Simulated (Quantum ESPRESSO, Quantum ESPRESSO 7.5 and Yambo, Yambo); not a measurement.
**A GW chain in Yambo: BAs (F-43m)**

How does a plane-wave GW calculation on BAs (F-43m) run from the first input to the gap?

Calculated with Quantum ESPRESSO 7.5 and Yambo 5.3.0; PBE and many-body steps on it, plane waves.

**The experiments to reproduce.**

- Gap 4.12 eV: direct gap from square of absorption coefficient, average of two samples; spectroscopic ellipsometry; 300 K; bulk crystal (CVT-grown opaque bulk crystals) (“Optical properties of cubic boron arsenide”, 2019, arxiv:1911.04914).

- Gap 1.82 eV: indirect optical gap from absorption edge; UV-visible absorption; 300 K; bulk crystal (single crystal grown by chemical vapor transport) (“Basic Physical Properties of Cubic Boron Arsenide”, 2019, arxiv:1911.11281).

- Gap 2.02 eV: indirect gap from square root of absorption coefficient, average of three samples; transmission and reflection spectroscopy; 300 K; bulk crystal (CVT-grown platelets about 10 um thick) (“Optical properties of cubic boron arsenide”, 2019, arxiv:1911.04914).

Most raw output is cut from this account.

## 1. The structure

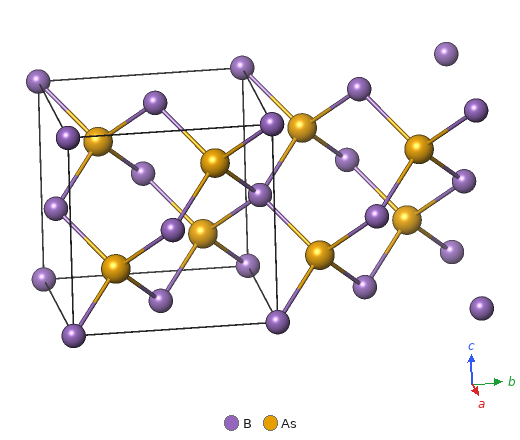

Start, viewed slightly off an axis; boron purple, arsenic orange. 1×2×1 cells are drawn. This picture shows the conventional cell, with its axes. Bonds to atoms that aren't drawn are left out. Some periodic images of atoms are drawn too.

Coordinates:

```cif
data_structure
_symmetry_space_group_name_H-M 'F-43m'
_symmetry_Int_Tables_number 216
_cell_length_a 4.7770
_cell_length_b 4.7770
_cell_length_c 4.7770
_cell_angle_alpha 90.000
_cell_angle_beta 90.000
_cell_angle_gamma 90.000
_cell_volume 109.01
loop_
_atom_site_label
_atom_site_type_symbol
_atom_site_symmetry_multiplicity
_atom_site_Wyckoff_symbol
_atom_site_fract_x
_atom_site_fract_y
_atom_site_fract_z
_atom_site_occupancy
B1 B 4 a 0.00000 0.00000 0.00000 1
As1 As 4 d 0.25000 0.25000 0.75000 1
```

The cell and positions come from the Crystallography Open Database and are kept as given unless a step says otherwise.

## 2. Ground state

This step: Quantum ESPRESSO 7.5; DFT, PBE, plane waves, norm-conserving pseudopotentials.

The ground-state density comes first.

pw.in reads:

```
&control
  calculation = 'scf'
  prefix = 'x'
  outdir = 'o'
  pseudo_dir = 'pseudo'
/
&system
  ibrav = 0
  nat = 2
  ntyp = 2
  ecutwfc = 100.0
  nbnd = 18
  force_symmorphic = .true.
/
&electrons
  conv_thr = 1e-10
  electron_maxstep = 80
  mixing_beta = 0.5
/
ATOMIC_SPECIES
  B 10.81 B.upf
  As 74.922 As.upf
CELL_PARAMETERS angstrom
  -0.0000000000 2.3885000000 2.3885000000
  2.3885000000 -0.0000000000 2.3885000000
  2.3885000000 2.3885000000 -0.0000000000
ATOMIC_POSITIONS crystal
  B 0.0000000000 0.0000000000 0.0000000000
  As 0.2500000000 0.2500000000 0.2500000000
K_POINTS automatic
  8 8 8 0 0 0
```

On the command line:

```bash
$ OMP_NUM_THREADS=1 mpirun -n 4 pw.x -nk 4 -in pw.in > pw.out
```

It took 11 s on 4 MPI ranks of Arm Neoverse V1, shared host; peak memory 0.25 GiB.

This step gave:

- total energy: -8386.4857 eV
- gap: 1.207 eV
- k of the valence top: 0, 0, 0
- k of the conduction bottom: 0, 0.375, 0.375
- least direct gap: 3.289 eV

The gap is indirect, with the least direct gap 2.08 eV higher.

## 3. Bands along the symmetry lines

The cheap functional maps the bands first; the places of the edges decide which points the dearer methods must see.

pw.in reads:

```
&control
  calculation = 'bands'
  prefix = 'x'
  outdir = 'o'
  pseudo_dir = 'pseudo'
/
&system
  ibrav = 0
  nat = 2
  ntyp = 2
  ecutwfc = 100.0
  nbnd = 19
  force_symmorphic = .true.
/
&electrons
  conv_thr = 1e-9
  electron_maxstep = 80
  diago_full_acc = .true.
  diago_thr_init = 5e-6
/
ATOMIC_SPECIES
  B 10.81 B.upf
  As 74.922 As.upf
CELL_PARAMETERS angstrom
  -0.0000000000 2.3885000000 2.3885000000
  2.3885000000 -0.0000000000 2.3885000000
  2.3885000000 2.3885000000 -0.0000000000
ATOMIC_POSITIONS crystal
  B 0.0000000000 0.0000000000 0.0000000000
  As 0.2500000000 0.2500000000 0.2500000000
K_POINTS crystal
  50
  0.00000000 0.00000000 0.00000000 1
  -0.06250000 -0.06250000 0.00000000 1
  -0.12500000 -0.12500000 0.00000000 1
  -0.18750000 -0.18750000 0.00000000 1
  -0.25000000 -0.25000000 0.00000000 1
  -0.31250000 -0.31250000 0.00000000 1
  -0.37500000 -0.37500000 0.00000000 1
  -0.43750000 -0.43750000 0.00000000 1
  -0.50000000 -0.50000000 0.00000000 1
  -0.48437500 -0.48437500 0.03125000 1
  -0.46875000 -0.46875000 0.06250000 1
  -0.45312500 -0.45312500 0.09375000 1
  -0.43750000 -0.43750000 0.12500000 1
  -0.42187500 -0.42187500 0.15625000 1
  -0.40625000 -0.40625000 0.18750000 1
  -0.39062500 -0.39062500 0.21875000 1
  -0.37500000 -0.37500000 0.25000000 1
  -0.37500000 0.00000000 0.37500000 1
  -0.32812500 0.00000000 0.32812500 1
  -0.28125000 0.00000000 0.28125000 1
  -0.23437500 0.00000000 0.23437500 1
  -0.18750000 0.00000000 0.18750000 1
  -0.14062500 0.00000000 0.14062500 1
  -0.09375000 0.00000000 0.09375000 1
  -0.04687500 0.00000000 0.04687500 1
  0.00000000 0.00000000 0.00000000 1
  0.00000000 0.00000000 0.06250000 1
  0.00000000 0.00000000 0.12500000 1
  0.00000000 0.00000000 0.18750000 1
  0.00000000 0.00000000 0.25000000 1
  0.00000000 0.00000000 0.31250000 1
  0.00000000 0.00000000 0.37500000 1
  0.00000000 0.00000000 0.43750000 1
  -0.00000000 -0.00000000 0.50000000 1
  -0.06250000 -0.03125000 0.46875000 1
  -0.12500000 -0.06250000 0.43750000 1
  -0.18750000 -0.09375000 0.40625000 1
  -0.25000000 -0.12500000 0.37500000 1
  -0.31250000 -0.15625000 0.34375000 1
  -0.37500000 -0.18750000 0.31250000 1
  -0.43750000 -0.21875000 0.28125000 1
  -0.50000000 -0.25000000 0.25000000 1
  -0.50000000 -0.28125000 0.21875000 1
  -0.50000000 -0.31250000 0.18750000 1
  -0.50000000 -0.34375000 0.15625000 1
  -0.50000000 -0.37500000 0.12500000 1
  -0.50000000 -0.40625000 0.09375000 1
  -0.50000000 -0.43750000 0.06250000 1
  -0.50000000 -0.46875000 0.03125000 1
  -0.50000000 -0.50000000 0.00000000 1
```

The job ended after 4.1 s (4 MPI ranks; peak memory 0.22 GiB).

This step gave:

```
gap                        : 1.207 eV
k of the valence top       : 0, 0, 0
k of the conduction bottom : -0.375, -0.375, 0
least direct gap           : 3.289 eV
```

The gap is 1.207 eV, as in the run before at this level.

The electronic bands at the labelled points (eV, zero at the top of the highest filled band):

| point | band 10 | band 11 | band 12 | band 13 | band 14 | band 15 | band 16 | band 17 |
| --- | --- | --- | --- | --- | --- | --- | --- | --- |
| Γ | -15.40 | 0.00 | 0.00 | 0.00 | 3.29 | 3.29 | 3.29 | 4.69 |
| X | -11.22 | -8.51 | -4.07 | -4.07 | 1.45 | 1.46 | 11.39 | 11.39 |
| U | -11.26 | -8.13 | -5.94 | -3.48 | 2.06 | 5.56 | 9.24 | 9.78 |
| jump to K | -11.26 | -8.13 | -5.94 | -3.48 | 2.06 | 5.56 | 9.24 | 9.78 |
| Γ | -15.40 | 0.00 | 0.00 | 0.00 | 3.29 | 3.29 | 3.29 | 4.69 |
| L | -12.53 | -8.77 | -1.82 | -1.82 | 2.70 | 4.80 | 4.80 | 8.90 |
| W | -11.06 | -8.05 | -5.48 | -5.19 | 5.27 | 5.95 | 6.83 | 7.06 |
| X | -11.22 | -8.51 | -4.07 | -4.07 | 1.45 | 1.46 | 11.39 | 11.39 |

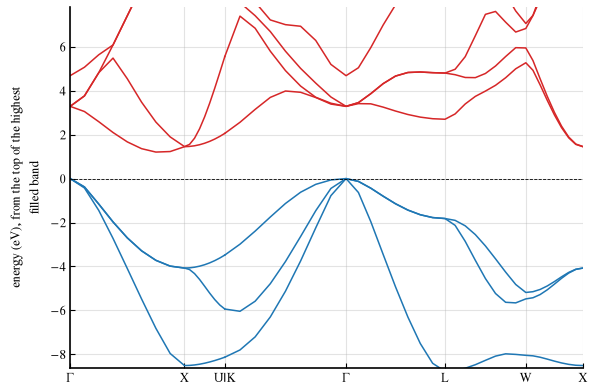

Electronic bands along the path; lines of filled and empty bands in two colours.

## 4. Empty states on the mesh, 4×4×4 mesh, 144 bands

The sums over transitions need many empty states on a uniform mesh; this step solves for them.

pw.in reads:

```
&control
  calculation = 'nscf'
  prefix = 'x'
  outdir = 'o'
  pseudo_dir = 'pseudo'
/
&system
  ibrav = 0
  nat = 2
  ntyp = 2
  ecutwfc = 100.0
  nbnd = 144
  force_symmorphic = .true.
/
&electrons
  conv_thr = 1e-9
  electron_maxstep = 80
  diago_full_acc = .true.
  diago_thr_init = 5e-6
/
ATOMIC_SPECIES
  B 10.81 B.upf
  As 74.922 As.upf
CELL_PARAMETERS angstrom
  -0.0000000000 2.3885000000 2.3885000000
  2.3885000000 -0.0000000000 2.3885000000
  2.3885000000 2.3885000000 -0.0000000000
ATOMIC_POSITIONS crystal
  B 0.0000000000 0.0000000000 0.0000000000
  As 0.2500000000 0.2500000000 0.2500000000
K_POINTS automatic
  4 4 4 0 0 0
```

Run time: 8.8 s. Hardware: 4 MPI ranks; peak memory 0.35 GiB.

This step gave:

| Quantity | Value |
| --- | --- |
| gap | 1.451 eV |
| k of the valence top | 0, 0, 0 |
| k of the conduction bottom | 0, -0.5, -0.5 |
| least direct gap | 3.289 eV |
| k points computed | 8 |
| lowest point of the top converged band, above the valence top | 143.7902 eV |

On this mesh the gap is 1.451 eV. The earlier step found 1.207 eV, so this mesh misses an edge.

## 5. Conversion and set-up

This step: Yambo 5.3.0; conversion and set-up on PBE, plane waves, norm-conserving pseudopotentials.

The states are converted to the many-body program's format and the q mesh is built.

On the command line:

```bash
$ (cd o/x.save; p2y > p2y.log; mv SAVE ../..); yambo > setup.log
```

Elapsed: 2.5 s, on 1 MPI rank; peak memory 0.24 GiB.

## 6. Screening and self-energy, 4×4×4 mesh, 144 bands, screening to 231.3 eV

G0W0 replaces the xc potential by the self-energy, built once from these orbitals. Only a window of levels is corrected, while the sums run over the empty bands that the input names.

This step: G0W0 on PBE, plane waves, norm-conserving pseudopotentials.

gw1.in reads:

```
HF_and_locXC
gw0
dyson
ppa
em1d
rim_cut
RandQpts= 1000000
RandGvec= 1 RL
EXXRLvcs= 100 Ry
VXCRLvcs= 400 Ry
Chimod= "HARTREE"
% BndsRnXp
 1 | 144 |
%
NGsBlkXp= 17 Ry
% LongDrXp
 1 | 1 | 1 |
%
% GbndRnge
 1 | 144 |
%
DysSolver= "n"
ExtendOut
PPAPntXp= 27.21138 eV
% QPkrange
 1 | 1 | 12 | 15 |
 7 | 7 | 12 | 15 |
%
```

On the command line:

```bash
$ OMP_NUM_THREADS=1 mpirun -n 4 yambo -F gw1.in -J gw1 -C gw1 > gw1.log
```

It took 1.8 min on 4 MPI ranks; peak memory 1.4 GiB.

Numbers from this step:

* G0W0 gap on the points computed: 1.988 eV
* starting gap on the mesh: 1.451 eV
* k of the valence top: 0, 0, 0
* k of the conduction bottom: 0, -0.5, -0.5
* least direct G0W0 gap on the computed points: 4.134 eV
* Z at the valence top: 0.8054
* Z at the conduction bottom: 0.8156

The gap on the mesh goes from 1.45 eV to 1.99 eV, a correction of +0.54 eV. The start differs from the 1.21 eV found before because the two sample other k points.

Limits: finite bands, cutoff and mesh; no spin-orbit coupling; coarse k mesh. v1 is the top filled band, c1 the lowest empty one. Levels before and after the correction, in eV, zero at the valence-band top of each column:

|  | conduction bottom | valence top |
| --- | --- | --- |
| Kohn-Sham | 1.45 | 0.00 |
| G0W0 | 1.99 | 0.00 |

|  | level | energy (eV) |
| --- | --- | --- |
| Kohn-Sham | Γ v2-v1 | 0.000 |
| Kohn-Sham | Γ c1-c2 | 3.289 |
| Kohn-Sham | (0 -0.5 -0.5) v2-v1 | -4.074 |
| Kohn-Sham | (0 -0.5 -0.5) c1 | 1.451 |
| Kohn-Sham | (0 -0.5 -0.5) c2 | 1.459 |
| G0W0 | Γ v2-v1 | 0.000 |
| G0W0 | Γ c1-c2 | 4.134 |
| G0W0 | (0 -0.5 -0.5) v2-v1 | -4.298 |
| G0W0 | (0 -0.5 -0.5) c1 | 1.988 |
| G0W0 | (0 -0.5 -0.5) c2 | 2.076 |

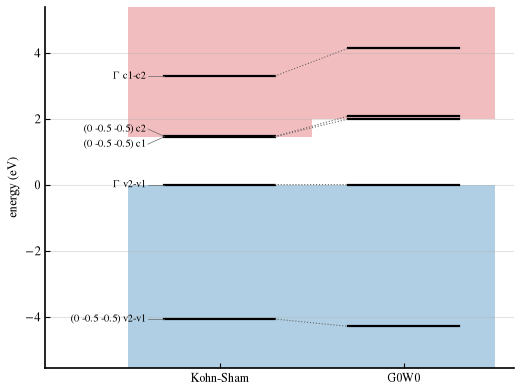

Levels before and after the correction. Shaded: valence and conduction bands.

## 7. Where the time went

Times are wall times on the hardware named with each run, good to a factor of about two.

| step | time | share | memory (GiB) |
| --- | --- | --- | --- |
| ground state | 11 s | 8 % | 0.25 |
| bands along the symmetry lines | 4.1 s | 3 % | 0.22 |
| empty states on the mesh | 8.8 s | 7 % | 0.35 |
| conversion and set-up | 2.5 s | 2 % | 0.24 |
| screening and self-energy | 1.8 min | 81 % | 1.4 |

## 8. Results

```json
{
 "PBE gap": "1.21 eV, indirect",
 "G0W0 gap on the mesh": "1.99 eV",
 "G0W0 gap over the zone (rigid shift)": "1.74 eV",
 "GW settings": "4×4×4 mesh, 144 bands, screening to 231.3 eV, Godby-Needs plasmon pole",
 "known limits": "not at the basis limit; no spin-orbit coupling; coarse k mesh"
}
```

G0W0 moves the gap on the mesh from 1.45 eV to 1.99 eV (+0.54 eV), with Z of 0.81 and 0.82 at the edges. The mesh misses the band edges by 0.24 eV in all; a rigid shift gives 1.74 eV for the zone. Only 2 of the mesh's irreducible points were corrected, so a valley elsewhere could overtake. The dearest step here is «screening and self-energy». Against experiment, by G0W0@PBE: the direct gap of 4.13 eV lies +0.01 eV from the measured 4.12 eV (direct, 300 K, 2019); the gap of 1.74 eV lies −0.08 eV from the measured 1.82 eV (indirect, 300 K, 2019); the gap of 1.74 eV lies −0.28 eV from the measured 2.02 eV (indirect, 300 K, 2019). An exciton line or allowed optical edge lies below the quasiparticle gap by the binding energy; a forbidden edge can push the onset above it. The calculation has static nuclei and no excitons; a measured gap holds zero-point and thermal motion, which mostly lowers it. Bands and cutoff are finite, so the gap is not at the basis limit. The miss can reach some tenths of an eV and take either sign; the mesh is an error of its own. In the G0W0 run levels were corrected at 2 k points alone, so a gap called «on the mesh» is the least over those, and an edge elsewhere would be missed. A denser mesh or path gives a starting gap of 1.21 eV: the GW mesh misses a band edge, so its gaps are not the fundamental one. The 4×4×4 mesh is coarse for this cell, which bears on the long-range parts of exchange and screening. The many-body steps are scalar-relativistic: spin-orbit coupling is not in them.

[Paths, hosts, dates, memory and timing lines, banners, echoed tables and standing remarks are left out of the program output.]

[Logs are printed without paths, hosts, clocks, repeated set-up lines and the standing remarks that a program may print on its own settings, such as how far it seeks lower states.]

[Runs of the session that timed out or met a known fault of the program may be left out.]

[Hosts, paths, dates, database ids (printed as entryN), source tags and the programs' standing remarks are cut or masked in the printed files.]
